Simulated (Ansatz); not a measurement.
# Two runs on C

System: C (4 atoms in the cell).
Method of run 1: DFT PBE, scalar-relativistic, plane waves, PAW, PAW set soft_1, no spin polarisation (Ansatz 0.2.0).

The structure derives from an entry of the Crystallography Open Database. Text and figures count atoms from 1; the logs count them from 0 in places.

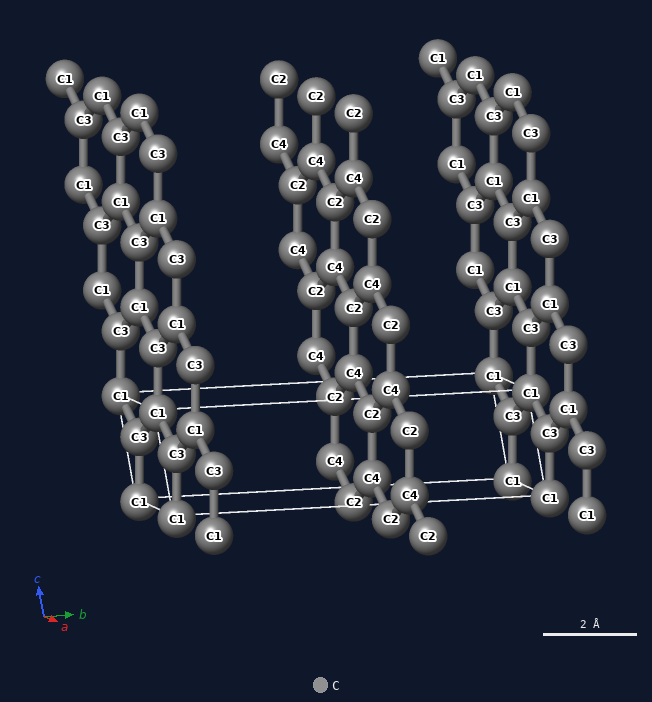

The structure (ball-and-stick view of the cell of the calculation, set on other vectors, repeated 3 × 1 × 4, seen slightly off an axis; atoms are numbered from 1 in the order of the input). An atom can appear more than once, as a periodic image.

### Input file, run 1
```yaml
crystal:
  lattice:
    - [2.4665231295, 0.0, 0.0]
    - [-1.2332615647, 2.1360716891, 0.0]
    - [0.0, 0.0, 8.5653080463]
  atoms:
    - { symbol: C, position: [0.0089483053, 0.1332795093, 0.0025] }
    - { symbol: C, position: [-0.0089483053, -0.1332795093, 0.5025] }
    - { symbol: C, position: [0.3422818088, 0.7999487103, 0.0025] }
    - { symbol: C, position: [0.6577181912, 0.2000512897, 0.5025] }
basis:
  ecutwfc: 520.0
kpoints:
  mp_grid: { grid: [18, 18, 6] }
hamiltonian:
  xc: pbe
  pseudopotentials: { kind: paw, azcp: { folder: soft_1 } }
scf:
  occupations: { method: gaussian, width: 0.15 }
output:
  forces: true
  stress: true
  eigenvalues: true
  write_density: true
  write_potential: true
  elf: true
  volumetric_format: npy
```

Command:
```bash
ansatz run input.yaml --threads 2 --pin off --max-ram 4096MiB --backend cpu --events-out ev --progress --plain --runs-dir out
```

Hardware: 2 threads of Arm Neoverse N1, 98 GiB of memory available, shared host.

### Output, shortened to warnings, some set-up lines, iterations and results (run 1)
```
Basis set: ecut = 520 eV, 1201 PW (Γ), exchange–correlation on 40×40×128 points (8 copies of the dense FFT grid, shifted against one another)
Symmetry: 4 space group operations
k-points: 656 of 1944
Initial density: superposition of atomic densities (chi_scale 0.1, normalization cell)
[...]
SCF iter   1: F=—  HF=-1006.053947 eV  |F-HF|=—  |Δ(HF+E_count)|=         —  Δρ=1.13e-1  dr2=5.26e0  ethr=3.10e-3  ⟨swp⟩=5.6  Hψ=47258  notcnv=0
SCF iter   2: F=—  HF=-1004.184181 eV  |F-HF|=—  |Δ(HF+E_count)|=    1.87e0  Δρ=4.13e-2  dr2=8.61e-1  ethr=3.10e-3  ⟨swp⟩=3.6  Hψ=26038  notcnv=0
SCF iter   3: F=—  HF=-1003.780951 eV  |F-HF|=—  |Δ(HF+E_count)|=   4.03e-1  Δρ=2.35e-3  dr2=2.57e-3  ethr=3.10e-3  ⟨swp⟩=2.8  Hψ=21302  notcnv=0
SCF iter   4: F=—  HF=-1003.780012 eV  |F-HF|=—  |Δ(HF+E_count)|=   9.39e-4  Δρ=3.86e-4  dr2=5.27e-5  ethr=1.61e-5  ⟨swp⟩=2.2  Hψ=14551  notcnv=0
SCF iter   5: F=—  HF=-1003.780039 eV  |F-HF|=—  |Δ(HF+E_count)|=   2.68e-5  Δρ=3.34e-4  dr2=4.38e-5  ethr=3.29e-7  ⟨swp⟩=2.0  Hψ=13133  notcnv=0
SCF iter   6: F=—  HF=-1003.780028 eV  |F-HF|=—  |Δ(HF+E_count)|=   1.09e-5  Δρ=7.54e-5  dr2=2.20e-6  ethr=2.74e-7  ⟨swp⟩=2.5  Hψ=12661  notcnv=0
SCF iter   7: F=-1003.780028 eV  HF=-1003.780028 eV  |F-HF|=1.18e-8  |Δ(HF+E_count)|=   4.35e-7  Δρ=6.91e-6  dr2=1.77e-8  ethr=6.25e-10  ⟨swp⟩=8.9  Hψ=69299  notcnv=0
SCF 1 converged in 7 iterations: F = -1003.780028 eV  dr2 = 1.77e-8
SCF converged after 7 iterations
Free energy (F): -1003.780028 eV
Harris-Foulkes:  -1003.780028 eV  (|F-HF|=1.18e-8)
Internal energy: -1003.778304 eV  (E = F + TS)
E sigma→0 (E₀):  -1003.779166 eV
Entropy (-TS):   -0.001723 eV (-0.431 meV/atom)
Fermi energy:    4.578478 eV
--- Per-component energies (eV) ---
  E_band       = -73.079979
  E_kinetic    = 353.606488
  E_local      = -886.610710  (includes V_loc(G=0)·N_el)
  E_nonlocal   = 93.814605
  E_hartree    = 314.276059
  E_xc         = -187.668028
  E_vxc        = -231.066478  (∫ρ·V_xc dr)
  E_paw        = -400.406532  (= ΣΔE_a)
  E_vpaw       = -31.375932  (= ΣTr[D̂ρ^β])
  E_aug_tail   = 0.000001  (compensation charges beyond the density's cutoff)
  E_ewald      = -290.790187
  E_smearing   = -0.001723  (= −TS)
  E_closure    = 0.000000  (closes the sum)
  Σ components = -1003.780028   (vs F -1003.780028, Δ=0.00e0)
--- Forces (eV/Å), atoms counted from 1 ---
  atom   1  C      0.00046104    -0.00004939    -0.00000000
  atom   2  C     -0.00046104     0.00004939     0.00000000
  atom   3  C      0.00069712    -0.00021056    -0.00000000
  atom   4  C     -0.00069712     0.00021056     0.00000000
  max |Σ_I F_I| component: 0.00e0 eV/Å
--- Stress (GPa, compression-positive) ---
       -0.001743      -0.001403       0.000000
       -0.001403      -0.018718       0.000000
        0.000000       0.000000       0.052696
  P = ⅓ Tr σ = 0.0107 GPa (0.107 kbar)
```

For run 2 the input was changed thus:
```diff
-    - { symbol: C, position: [0.0089483053, 0.1332795093, 0.0025] }
-    - { symbol: C, position: [-0.0089483053, -0.1332795093, 0.5025] }
-    - { symbol: C, position: [0.3422818088, 0.7999487103, 0.0025] }
-    - { symbol: C, position: [0.6577181912, 0.2000512897, 0.5025] }
+    - { symbol: C, position: [-0.1576393778, -0.1998958569, 0.0025] }
+    - { symbol: C, position: [0.1576393778, 0.1998958569, 0.5025] }
+    - { symbol: C, position: [0.175690958, 0.4667670087, 0.0025] }
+    - { symbol: C, position: [0.824309042, 0.5332329913, 0.5025] }
```

How does run 2 compare with run 1?

With the same functional and potentials, run 2 lies 0.13 meV per atom higher. The number of SCF iterations is the same.

### Output, shortened to warnings, some set-up lines, iterations and results (run 2)
```
Basis set: ecut = 520 eV, 1201 PW (Γ), exchange–correlation on 40×40×128 points (8 copies of the dense FFT grid, shifted against one another)
Symmetry: 4 space group operations
k-points: 656 of 1944
Initial density: superposition of atomic densities (chi_scale 0.1, normalization cell)
[...]
SCF iter   1: F=—  HF=-1006.053711 eV  |F-HF|=—  |Δ(HF+E_count)|=         —  Δρ=1.13e-1  dr2=5.26e0  ethr=3.10e-3  ⟨swp⟩=5.6  Hψ=47152  notcnv=0
SCF iter   2: F=—  HF=-1004.187542 eV  |F-HF|=—  |Δ(HF+E_count)|=    1.87e0  Δρ=4.15e-2  dr2=8.69e-1  ethr=3.10e-3  ⟨swp⟩=3.5  Hψ=25990  notcnv=0
SCF iter   3: F=—  HF=-1003.778299 eV  |F-HF|=—  |Δ(HF+E_count)|=   4.09e-1  Δρ=6.45e-3  dr2=6.23e-3  ethr=3.10e-3  ⟨swp⟩=2.9  Hψ=21217  notcnv=0
SCF iter   4: F=—  HF=-1003.779539 eV  |F-HF|=—  |Δ(HF+E_count)|=   1.24e-3  Δρ=5.88e-4  dr2=1.71e-4  ethr=3.89e-5  ⟨swp⟩=2.6  Hψ=13903  notcnv=0
SCF iter   5: F=—  HF=-1003.779499 eV  |F-HF|=—  |Δ(HF+E_count)|=   4.02e-5  Δρ=1.46e-4  dr2=9.92e-6  ethr=1.07e-6  ⟨swp⟩=2.2  Hψ=12899  notcnv=0
SCF iter   6: F=—  HF=-1003.779519 eV  |F-HF|=—  |Δ(HF+E_count)|=   2.02e-5  Δρ=6.59e-5  dr2=1.83e-6  ethr=6.20e-8  ⟨swp⟩=2.0  Hψ=12934  notcnv=0
SCF iter   7: F=-1003.779519 eV  HF=-1003.779519 eV  |F-HF|=7.45e-9  |Δ(HF+E_count)|=   6.41e-8  Δρ=7.37e-6  dr2=1.90e-8  ethr=6.25e-10  ⟨swp⟩=9.0  Hψ=70004  notcnv=0
SCF 1 converged in 7 iterations: F = -1003.779519 eV  dr2 = 1.90e-8
SCF converged after 7 iterations
Free energy (F): -1003.779519 eV
Harris-Foulkes:  -1003.779519 eV  (|F-HF|=7.45e-9)
Internal energy: -1003.777896 eV  (E = F + TS)
E sigma→0 (E₀):  -1003.778708 eV
Entropy (-TS):   -0.001624 eV (-0.406 meV/atom)
Fermi energy:    4.579024 eV
--- Per-component energies (eV) ---
  E_band       = -73.073911
  E_kinetic    = 353.611444
  E_local      = -886.627138  (includes V_loc(G=0)·N_el)
  E_nonlocal   = 93.814970
  E_hartree    = 314.287493
  E_xc         = -187.669458
  E_vxc        = -231.068318  (∫ρ·V_xc dr)
  E_paw        = -400.406847  (= ΣΔE_a)
  E_vpaw       = -31.376245  (= ΣTr[D̂ρ^β])
  E_aug_tail   = 0.000001  (compensation charges beyond the density's cutoff)
  E_ewald      = -290.788360
  E_smearing   = -0.001624  (= −TS)
  E_closure    = 0.000000  (closes the sum)
  Σ components = -1003.779519   (vs F -1003.779519, Δ=0.00e0)
--- Forces (eV/Å), atoms counted from 1 ---
  atom   1  C     -0.00040434     0.00047476     0.00000000
  atom   2  C      0.00040434    -0.00047476    -0.00000000
  atom   3  C     -0.00039101     0.00113151     0.00000000
  atom   4  C      0.00039101    -0.00113151    -0.00000000
  max |Σ_I F_I| component: 5.42e-20 eV/Å
--- Stress (GPa, compression-positive) ---
       -0.021239      -0.004202       0.000000
       -0.004202      -0.014429       0.000000
        0.000000       0.000000       0.082104
  P = ⅓ Tr σ = 0.0155 GPa (0.155 kbar)
```

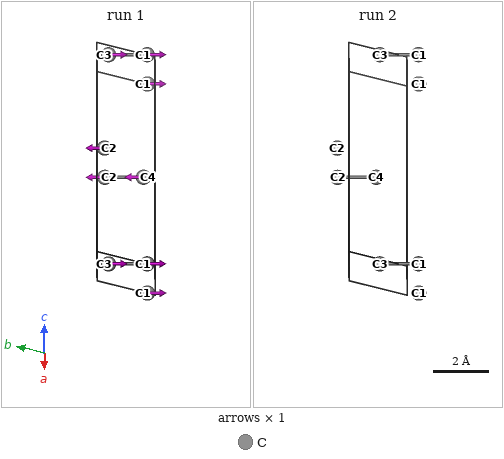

The two input geometries at one scale (ball-and-stick view of the cell of the calculation, seen at an oblique angle). The pink arrows on the first give the shifts of the atoms relative to the cell, with their mean removed, at true length. The largest moves, 0.71 Å, are those of C1, C2, C3 and C4. (The mean shift of all atoms is removed.) The cell doesn't change.

### The two runs side by side

| quantity | run 1 | run 2 |
| --- | --- | --- |
| outcome | converged | converged |
| free energy per atom (eV) | −250.9450 | −250.9449 |
| energy per atom, smearing taken to zero (eV) | −250.9448 | −250.9447 |
| gap on the mesh (eV) | 0.00 | 0.00 |
| pressure (GPa) | 0.01 | 0.02 |
| largest force (eV/Å) | 0.001 | 0.001 |
| SCF iterations | 7 | 7 |
| irreducible k-points | 656 | 656 |
| plane waves at Γ | 1201 | 1201 |
| wall time (shared host) | 33 s | 34 s |
